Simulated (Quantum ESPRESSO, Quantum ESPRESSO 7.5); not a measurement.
## 1T-HfS2, 1 layer: parallel layout and speed

Aim: which layout of ranks, pools and threads brings 1T-HfS2, 1 layer to self-consistency fastest, and whether the result stays the same.

Method: plane-wave DFT, PBE, GBRV ultrasoft pseudopotentials, in Quantum ESPRESSO 7.5.

## Step 1: Starting point

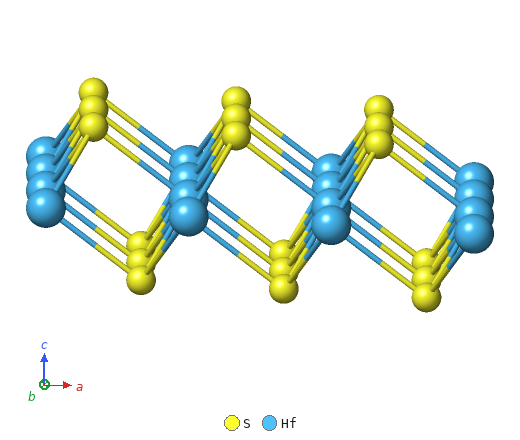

The cell as given, nearly edge on (sulfur yellow, hafnium blue). 3×3×1 cells are drawn. Some periodic images of atoms are drawn too.

The cell holds 3 atoms: 2 S and 1 Hf. Cell: a = 3.640 Å, b = 3.640 Å, c = 20.212 Å, α = 90.0°, β = 90.0°, γ = 120.0°. It derives from HfS2. Vacuum lies along c.

## Step 2: Self-consistent run: 4 ranks, 4 pools, 1 thread a rank

The first run is the reference of the series.

The input, c0.in:

```
&control
  prefix = 'c0'
  outdir = './out'
  pseudo_dir = './pseudo'
  calculation = 'scf'
  tprnfor = .true.
/
&system
  ibrav = 0
  nat = 3
  ntyp = 2
  ecutwfc = 40
  ecutrho = 200
  occupations = 'smearing'
  smearing = 'fd'
  degauss = 0.004
  assume_isolated = 'esm'
  esm_bc = 'bc1'
/
&electrons
  conv_thr = 1e-07
  mixing_beta = 0.4
  electron_maxstep = 120
  mixing_mode = 'local-TF'
/
ATOMIC_SPECIES
  S   32.0600  s_pbe_v1.4.uspp.F.UPF
  Hf  178.4900  hf_pbe_v1.uspp.F.UPF
CELL_PARAMETERS angstrom
  3.64000000000000 0.00000000000000 0.00000000000000
  -1.82000000000000 3.15233246977536 0.00000000000000
  0.00000000000000 0.00000000000000 20.21215919074174
ATOMIC_POSITIONS crystal
  S   0.666666666667 0.333333333333 -0.079461060059
  Hf  0.000000000000 0.000000000000 0.000000000000
  S   0.333333333333 0.666666666667 0.079461060059
K_POINTS automatic
  6 6 1 0 0 0
```

Launch:

```sh
$ OMP_NUM_THREADS=1 mpirun -n 4 pw.x -nk 4 -in c0.in > c0.out
```

The program printed:

```text
Program PWSCF v.7.5 starts
[citation notice left out]

     Parallel version (MPI & OpenMP), running on       4 processor cores
     Number of MPI processes:                 4
     Threads/MPI process:                     1

     MPI processes distributed on     1 nodes
[...]
Current dimensions of program PWSCF are:
     Max number of different atomic species (ntypx) = 10
     Max number of k-points (npk) =  40000
     Max angular momentum in pseudopotentials (lmaxx) =  4
     Message from routine setup:
     using ibrav=0 with symmetry is DISCOURAGED, use correct ibrav instead

     K-points division:     npool     =       4
     Subspace diagonalization in iterative solution of the eigenvalue problem:
     a serial algorithm will be used

     G-vector sticks info
     --------------------
     sticks:   dense  smooth     PW     G-vecs:    dense   smooth      PW
     Sum         649     511    163                74811    53391    8851

     Using Slab Decomposition

     bravais-lattice index     =            0
     lattice parameter (alat)  =       6.8786  a.u.
     unit-cell volume          =    1565.1022 (a.u.)^3
     number of atoms/cell      =            3
     number of atomic types    =            2
     number of electrons       =        24.00
     number of Kohn-Sham states=           16
     kinetic-energy cutoff     =      40.0000  Ry
     charge density cutoff     =     200.0000  Ry
     scf convergence threshold =      1.0E-07
     mixing beta               =       0.4000
     number of iterations used =            8  local-TF  mixing
     Exchange-correlation= SLA  PW   PBE  PBE
                           (   1   4   3   4   0   0   0)

     Effective Screening Medium Method
     =================================
     Boundary Conditions: Vacuum-Slab-Vacuum
     total charge in unit cell        =   0.0000
     grid points for fit at edges     =        4

     celldm(1)=   6.878603  celldm(2)=   0.000000  celldm(3)=   0.000000
     celldm(4)=   0.000000  celldm(5)=   0.000000  celldm(6)=   0.000000

     crystal axes: (cart. coord. in units of alat)
               a(1) = (   1.000000   0.000000   0.000000 )
               a(2) = (  -0.500000   0.866025   0.000000 )
               a(3) = (   0.000000   0.000000   5.552791 )

     reciprocal axes: (cart. coord. in units 2 pi/alat)
               b(1) = (  1.000000  0.577350 -0.000000 )
               b(2) = (  0.000000  1.154701  0.000000 )
               b(3) = (  0.000000 -0.000000  0.180090 )

     PseudoPot. # 1 for S  read from file:
     ./pseudo/s_pbe_v1.4.uspp.F.UPF
     Pseudo is Ultrasoft + core correction, Zval =  6.0
     Generated by new atomic code, or converted to UPF format
     Using radial grid of  907 points,  6 beta functions with:
                l(1) =   0
                l(2) =   0
                l(3) =   1
                l(4) =   1
                l(5) =   2
                l(6) =   2
     Q(r) pseudized with  8 coefficients,  rinner =    1.300   1.300   1.300
                                                       1.300   1.300

     PseudoPot. # 2 for Hf read from file:
     ./pseudo/hf_pbe_v1.uspp.F.UPF
     Pseudo is Ultrasoft + core correction, Zval = 12.0
     Generated by new atomic code, or converted to UPF format
     Using radial grid of  921 points,  8 beta functions with:
                l(1) =   0
                l(2) =   0
                l(3) =   0
                l(4) =   1
                l(5) =   1
                l(6) =   2
                l(7) =   2
                l(8) =   3
     Q(r) pseudized with  6 coefficients,  rinner =    1.200   1.200   1.200
                                                       1.200   1.200   1.200
                                                       1.200

     atomic species   valence    mass     pseudopotential
     S                 6.00    32.06000     S ( 1.00)
     Hf               12.00   178.49000     Hf( 1.00)

     12 Sym. Ops., with inversion, found

   Cartesian axes

     site n.     atom                  positions (alat units)
         1        S      tau(   1) = (   0.5000000   0.2886751  -0.4412307  )
         2        Hf     tau(   2) = (   0.0000000   0.0000000   0.0000000  )
         3        S      tau(   3) = (  -0.0000000   0.5773503   0.4412307  )

     number of k points=     7  Fermi-Dirac smearing, width (Ry)=  0.0040
                       cart. coord. in units 2pi/alat
        k(    1) = (   0.0000000   0.0000000   0.0000000), wk =   0.0555556
        k(    2) = (   0.0000000   0.1924501   0.0000000), wk =   0.3333333
        k(    3) = (   0.0000000   0.3849002   0.0000000), wk =   0.3333333
        k(    4) = (   0.0000000  -0.5773503   0.0000000), wk =   0.1666667
        k(    5) = (   0.1666667   0.2886751   0.0000000), wk =   0.3333333
        k(    6) = (   0.1666667   0.4811252   0.0000000), wk =   0.6666667
        k(    7) = (   0.3333333   0.5773503   0.0000000), wk =   0.1111111

     Dense  grid:    74811 G-vectors     FFT dimensions: (  32,  32, 180)

     Smooth grid:    53391 G-vectors     FFT dimensions: (  27,  27, 160)

     Estimated max dynamical RAM per process >     172.16 MB

     Estimated total dynamical RAM >     633.83 MB

     Check: negative core charge=   -0.000014

     Initial potential from superposition of free atoms

     starting charge      21.9999, renormalised to      24.0000

     negative rho (up, down):  1.138E-01 0.000E+00
     Starting wfcs are   21 randomized atomic wfcs

     total cpu time spent up to now is        3.8 secs

     per-process dynamical memory:    58.2 Mb

     Self-consistent Calculation

     iteration #  1     ecut=    40.00 Ry     beta= 0.40
     Davidson diagonalization with overlap
     ethr =  1.00E-02,  avg # of iterations =  6.0

     negative rho (up, down):  1.041E-01 0.000E+00

     total cpu time spent up to now is        6.4 secs

     total energy              =    -207.72608674 Ry
     estimated scf accuracy    <       1.04965465 Ry

     iteration #  2     ecut=    40.00 Ry     beta= 0.40
[...]
negative rho (up, down):  8.185E-02 0.000E+00

[...]
total energy              =    -207.20450426 Ry
     estimated scf accuracy    <       0.70038878 Ry

     iteration #  3     ecut=    40.00 Ry     beta= 0.40
[...]
negative rho (up, down):  8.340E-02 0.000E+00

[...]
total energy              =    -207.52922438 Ry
     estimated scf accuracy    <       0.32400284 Ry

     iteration #  4     ecut=    40.00 Ry     beta= 0.40
[...]
negative rho (up, down):  8.875E-02 0.000E+00

[...]
total energy              =    -207.46516815 Ry
     estimated scf accuracy    <       0.30535399 Ry

     iteration #  5     ecut=    40.00 Ry     beta= 0.40
[...]
negative rho (up, down):  1.072E-01 0.000E+00

[...]
total energy              =    -207.45937780 Ry
     estimated scf accuracy    <       0.06445543 Ry

     iteration #  6     ecut=    40.00 Ry     beta= 0.40
[...]
negative rho (up, down):  1.142E-01 0.000E+00

[...]
total energy              =    -207.52518650 Ry
     estimated scf accuracy    <       0.05674330 Ry

     iteration #  7     ecut=    40.00 Ry     beta= 0.40
[...]
negative rho (up, down):  1.131E-01 0.000E+00

[...]
total energy              =    -207.50356288 Ry
     estimated scf accuracy    <       0.09983829 Ry

     iteration #  8     ecut=    40.00 Ry     beta= 0.40
[...]
negative rho (up, down):  1.089E-01 0.000E+00

[...]
total energy              =    -207.46652169 Ry
     estimated scf accuracy    <       0.05527961 Ry

     iteration #  9     ecut=    40.00 Ry     beta= 0.40
[...]
negative rho (up, down):  1.093E-01 0.000E+00

[...]
total energy              =    -207.50286262 Ry
     estimated scf accuracy    <       0.04509888 Ry

     iteration # 10     ecut=    40.00 Ry     beta= 0.40
[...]
negative rho (up, down):  1.102E-01 0.000E+00

[...]
total energy              =    -207.49769355 Ry
     estimated scf accuracy    <       0.03765078 Ry

     iteration # 11     ecut=    40.00 Ry     beta= 0.40
[...]
negative rho (up, down):  1.117E-01 0.000E+00

[...]
total energy              =    -207.48932206 Ry
     estimated scf accuracy    <       0.02803844 Ry

     iteration # 12     ecut=    40.00 Ry     beta= 0.40
[...]
negative rho (up, down):  1.105E-01 0.000E+00

[...]
total energy              =    -207.48585671 Ry
     estimated scf accuracy    <       0.01081468 Ry

     iteration # 13     ecut=    40.00 Ry     beta= 0.40
[...]
negative rho (up, down):  1.111E-01 0.000E+00

[...]
total energy              =    -207.48840139 Ry
     estimated scf accuracy    <       0.00041320 Ry

     iteration # 14     ecut=    40.00 Ry     beta= 0.40
[...]
c_bands:  2 eigenvalues not converged
     c_bands:  2 eigenvalues not converged
[...]
negative rho (up, down):  1.111E-01 0.000E+00

[...]
total energy              =    -207.48985064 Ry
     estimated scf accuracy    <       0.00008433 Ry

     iteration # 15     ecut=    40.00 Ry     beta= 0.40
[...]
negative rho (up, down):  1.108E-01 0.000E+00

[...]
total energy              =    -207.48977414 Ry
     estimated scf accuracy    <       0.00009073 Ry

     iteration # 16     ecut=    40.00 Ry     beta= 0.40
[...]
negative rho (up, down):  1.110E-01 0.000E+00

[...]
total energy              =    -207.48979970 Ry
     estimated scf accuracy    <       0.00008294 Ry

     iteration # 17     ecut=    40.00 Ry     beta= 0.40
[...]
negative rho (up, down):  1.113E-01 0.000E+00

[...]
total energy              =    -207.48972510 Ry
     estimated scf accuracy    <       0.00006965 Ry

     iteration # 18     ecut=    40.00 Ry     beta= 0.40
[...]
negative rho (up, down):  1.114E-01 0.000E+00

[...]
total energy              =    -207.48963566 Ry
     estimated scf accuracy    <       0.00002870 Ry

     iteration # 19     ecut=    40.00 Ry     beta= 0.40
[...]
negative rho (up, down):  1.113E-01 0.000E+00

[...]
total energy              =    -207.48963040 Ry
     estimated scf accuracy    <       0.00000251 Ry

     iteration # 20     ecut=    40.00 Ry     beta= 0.40
[...]
negative rho (up, down):  1.113E-01 0.000E+00

[...]
total energy              =    -207.48963717 Ry
     estimated scf accuracy    <       0.00000428 Ry

     iteration # 21     ecut=    40.00 Ry     beta= 0.40
[...]
negative rho (up, down):  1.112E-01 0.000E+00

[...]
total energy              =    -207.48963587 Ry
     estimated scf accuracy    <       0.00000240 Ry

     iteration # 22     ecut=    40.00 Ry     beta= 0.40
[...]
negative rho (up, down):  1.113E-01 0.000E+00

[...]
total energy              =    -207.48963242 Ry
     estimated scf accuracy    <       0.00000084 Ry

     iteration # 23     ecut=    40.00 Ry     beta= 0.40
[...]
negative rho (up, down):  1.113E-01 0.000E+00

[...]
End of self-consistent calculation

          k = 0.0000 0.0000 0.0000 (  6593 PWs)   bands (ev):

   -68.7284 -37.2835 -37.2215 -37.2215 -18.8429 -17.8412 -10.4338  -8.3608
    -8.3608  -7.4519  -6.2776  -6.2776  -4.2897  -4.2895  -4.1036  -1.5877

          k = 0.0000 0.1925 0.0000 (  6652 PWs)   bands (ev):

   -68.7270 -37.2759 -37.2630 -37.2313 -18.5757 -17.8080 -10.0971  -9.0165
    -8.2692  -7.7336  -7.0840  -6.7864  -4.5844  -3.6513  -3.5628  -1.9336

          k = 0.0000 0.3849 0.0000 (  6706 PWs)   bands (ev):

   -68.7242 -37.3449 -37.2603 -37.2505 -18.0168 -17.6943 -10.1139  -9.3799
    -8.8431  -8.2866  -7.4853  -7.1817  -5.2011  -2.7914  -2.7652  -1.0689

          k = 0.0000-0.5774 0.0000 (  6706 PWs)   bands (ev):

   -68.7227 -37.3851 -37.2601 -37.2525 -17.8418 -17.4783 -10.7875  -9.3088
    -8.7020  -8.4017  -7.7704  -7.2059  -5.4343  -2.3096  -2.0671  -0.4854

          k = 0.1667 0.2887 0.0000 (  6685 PWs)   bands (ev):

   -68.7249 -37.3167 -37.2647 -37.2531 -18.1417 -17.7510  -9.7073  -9.3882
    -8.8606  -8.1379  -7.8132  -7.1595  -4.1864  -4.0414  -2.5566  -1.7305

          k = 0.1667 0.4811 0.0000 (  6696 PWs)   bands (ev):

   -68.7227 -37.3641 -37.2815 -37.2525 -17.7575 -17.5763 -10.3274  -9.4222
    -8.5999  -8.5164  -8.2017  -7.7336  -4.4929  -3.1051  -2.2023  -1.3986

[...]
the Fermi energy is    -5.8677 ev

!    total energy              =    -207.48963281 Ry
     estimated scf accuracy    <       0.00000007 Ry
     smearing contrib. (-TS)   =      -0.00000419 Ry
     internal energy E=F+TS    =    -207.48962862 Ry

     The total energy is F=E-TS. E is the sum of the following terms:
     one-electron contribution =     454.55397812 Ry
     hartree contribution      =    -231.51830245 Ry
     xc contribution           =     -92.45267624 Ry
     ewald contribution        =    -338.07262805 Ry

     convergence has been achieved in  23 iterations

     negative rho (up, down):  1.113E-01 0.000E+00

     Forces acting on atoms (cartesian axes, Ry/au):

     atom    1 type  1   force =     0.00000000    0.00000000    0.06686278
     atom    2 type  2   force =     0.00000000   -0.00000000    0.00000000
     atom    3 type  1   force =     0.00000000    0.00000000   -0.06686278

     Total force =     0.094558     Total SCF correction =     0.000069

[...]
=------------------------------------------------------------------------------=
   JOB DONE.
=------------------------------------------------------------------------------=
[...]
```

Elapsed: 50 s, on 4 MPI ranks of Intel Xeon Platinum 8375C at 2.90GHz (Ice Lake), shared host; peak memory 0.63 GiB.

Numbers from this step:

| Item | Value |
| --- | --- |
| free energy | -2823.0403 eV |
| Fermi energy | -5.868 eV |
| valence top, on the run's zero | -6.278 eV |
| conduction bottom, on the run's zero | -5.434 eV |
| gap by band count | 0.8433 eV |
| vacuum line at the lower end of the cell, over the valence top | 6.278 eV |
| vacuum line at the upper end of the cell, over the valence top | 6.278 eV |

Electrostatic potential energy of an electron; zero at the highest filled level of the SCF mesh. The potential energy, planar mean by z:

```csv
z (Å),"potential energy, planar mean (eV)"
-10,6.28
-8,6.28
-6,6.28
-4,6.26
-2,-3.51
0,-5.16
2,-3.51
4,6.26
6,6.28
8,6.28
```

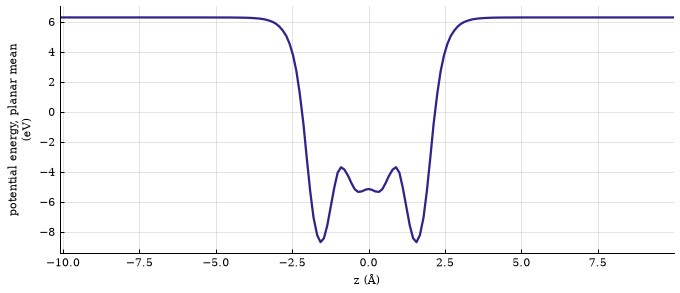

Potential energy, planar mean against z.

The program's own clock; routines nest. Time by routine:

```
  routine  wall time (s)  calls
    PWSCF          48.84      1
electrons          44.29      1
  mix_rho          13.61     23
  c_bands          11.04     23
 sum_band           9.17     23
  cegterg           8.64     46
     newd           8.47     24
    h_psi           6.93    279
 vloc_psi           5.91    279
     ffts           5.56   2753
     fftw           5.52   5302
 init_run           3.24      1
 v_of_rho           2.42     24
      fft            1.5    321
```

The vacuum levels are read from the outermost 0.7 Å of the cell on either side.

The run needed 23 iterations to bring the estimated error under 1e-07 Ry; the largest force on any atom, held or free, is 1.72 eV/Å, so this geometry is far from relaxed and its levels are not those of the real material.

Inside the slab this potential holds the local part of the pseudopotentials, which can be repulsive at the nuclei; only its value in the vacuum has a meaning of its own.

## Step 3: SCF with pw.x: 4 ranks, 2 pools, 1 thread a rank

c1.in is the input of step 2 with these lines changed:

```diff
@@ -1,3 +1,3 @@
 &control
-  prefix = 'c0'
+  prefix = 'c1'
   outdir = './out'
```

Launch:

```sh
$ OMP_NUM_THREADS=1 mpirun -n 4 pw.x -nk 2 -in c1.in > c1.out
```

The program printed:

```text
[banner, memory and clock lines left out]
Program PWSCF v.7.5 starts
[...]
Message from routine setup:
[...]
number of electrons       =        24.00
     number of Kohn-Sham states=           16
     kinetic-energy cutoff     =      40.0000  Ry
     charge density cutoff     =     200.0000  Ry
[...]
number of k points=     7  Fermi-Dirac smearing, width (Ry)=  0.0040
[...]
Dense  grid:    74811 G-vectors     FFT dimensions: (  32,  32, 180)
[...]
negative rho (up, down):  1.138E-01 0.000E+00
     Starting wfcs are   21 randomized atomic wfcs
[...]
negative rho (up, down):  1.041E-01 0.000E+00
[...]
estimated scf accuracy    <       1.05006559 Ry
[...]
negative rho (up, down):  8.179E-02 0.000E+00
[...]
estimated scf accuracy    <       0.70090604 Ry
[...]
negative rho (up, down):  8.328E-02 0.000E+00
[...]
estimated scf accuracy    <       0.30970812 Ry
[...]
negative rho (up, down):  8.777E-02 0.000E+00
[...]
estimated scf accuracy    <       0.29477589 Ry
[...]
negative rho (up, down):  1.024E-01 0.000E+00
[...]
estimated scf accuracy    <       0.07049291 Ry
[...]
negative rho (up, down):  1.111E-01 0.000E+00
[...]
estimated scf accuracy    <       0.02280040 Ry
[...]
negative rho (up, down):  1.113E-01 0.000E+00
[...]
estimated scf accuracy    <       0.06418549 Ry
[...]
negative rho (up, down):  1.118E-01 0.000E+00
[...]
estimated scf accuracy    <       0.07451757 Ry
[...]
negative rho (up, down):  1.111E-01 0.000E+00
[...]
estimated scf accuracy    <       0.02736825 Ry
[...]
negative rho (up, down):  1.122E-01 0.000E+00
[...]
estimated scf accuracy    <       0.01325292 Ry
[...]
negative rho (up, down):  1.127E-01 0.000E+00
[...]
estimated scf accuracy    <       0.00183047 Ry
[...]
negative rho (up, down):  1.116E-01 0.000E+00
[...]
estimated scf accuracy    <       0.00329886 Ry
[...]
negative rho (up, down):  1.108E-01 0.000E+00
[...]
estimated scf accuracy    <       0.00248931 Ry
[...]
negative rho (up, down):  1.087E-01 0.000E+00
[...]
estimated scf accuracy    <       0.00077346 Ry
[...]
negative rho (up, down):  1.107E-01 0.000E+00
[...]
estimated scf accuracy    <       0.00437768 Ry
[...]
negative rho (up, down):  1.123E-01 0.000E+00
[...]
estimated scf accuracy    <       0.00030747 Ry
[...]
negative rho (up, down):  1.113E-01 0.000E+00
[...]
estimated scf accuracy    <       0.00071723 Ry
[...]
negative rho (up, down):  1.118E-01 0.000E+00
[...]
estimated scf accuracy    <       0.00010599 Ry
[...]
negative rho (up, down):  1.116E-01 0.000E+00
[...]
estimated scf accuracy    <       0.00002243 Ry
[...]
negative rho (up, down):  1.114E-01 0.000E+00
[...]
estimated scf accuracy    <       0.00000218 Ry
[...]
negative rho (up, down):  1.113E-01 0.000E+00
[...]
estimated scf accuracy    <       0.00000147 Ry
[...]
negative rho (up, down):  1.113E-01 0.000E+00
[...]
estimated scf accuracy    <       0.00000011 Ry
[...]
negative rho (up, down):  1.113E-01 0.000E+00
[...]
estimated scf accuracy    <       0.00000064 Ry
[...]
negative rho (up, down):  1.113E-01 0.000E+00
[...]
estimated scf accuracy    <       0.00000045 Ry
[...]
negative rho (up, down):  1.113E-01 0.000E+00
[...]
estimated scf accuracy    <       0.00000042 Ry
[...]
negative rho (up, down):  1.113E-01 0.000E+00
[...]
estimated scf accuracy    <       0.00000053 Ry
[...]
negative rho (up, down):  1.113E-01 0.000E+00
[...]
the Fermi energy is    -5.8665 ev
!    total energy              =    -207.48963297 Ry
     estimated scf accuracy    <       0.00000009 Ry
     smearing contrib. (-TS)   =      -0.00000419 Ry
     internal energy E=F+TS    =    -207.48962878 Ry
[...]
one-electron contribution =     454.56096799 Ry
     hartree contribution      =    -231.52524841 Ry
     xc contribution           =     -92.45272032 Ry
     ewald contribution        =    -338.07262805 Ry
     convergence has been achieved in  27 iterations
     negative rho (up, down):  1.113E-01 0.000E+00
[...]
Total force =     0.094025     Total SCF correction =     0.000911
[...]
```

The job ended after 59 s (4 MPI ranks; peak memory 0.75 GiB; 3.9 min of CPU time).

Read from the output:

* Fermi energy: -5.867 eV
* valence top, on the run's zero: -6.277 eV
* conduction bottom, on the run's zero: -5.433 eV
* gap by band count: 0.8436 eV
* vacuum line at the lower end of the cell, over the valence top: 6.277 eV
* vacuum line at the upper end of the cell, over the valence top: 6.277 eV

The program's own clock; routines nest. Time by routine:

```csv
routine,wall time (s),calls
PWSCF,58.02,1
electrons,55.31,1
c_bands,19.99,27
cegterg,16.67,108
h_psi,13.88,691
vloc_psi,12.21,691
fftw,12.19,12746
sum_band,11.91,27
mix_rho,11.45,27
newd,10.43,28
ffts,5.22,3241
v_of_rho,1.78,28
init_run,1.7,1
calbec,1.17,815
```

Counted from each run's own zero (the valence top), the vacuum level differs from the first run's by -1 meV.

(Part 1 of 3 ends here.)

[Logs are printed without paths, hosts, clocks, repeated set-up lines and the standing remarks that a program may print on its own settings, such as how far it seeks lower states.]

[Hosts, paths, dates, database ids (printed as entryN), source tags and the programs' standing remarks are cut or masked in the printed files.]

[Maps of the electrostatic potential energy from Ansatz leave out the sawtooth potential of an applied field or a dipole correction, so their vacuum need not be flat; planar profiles and work functions include it.]
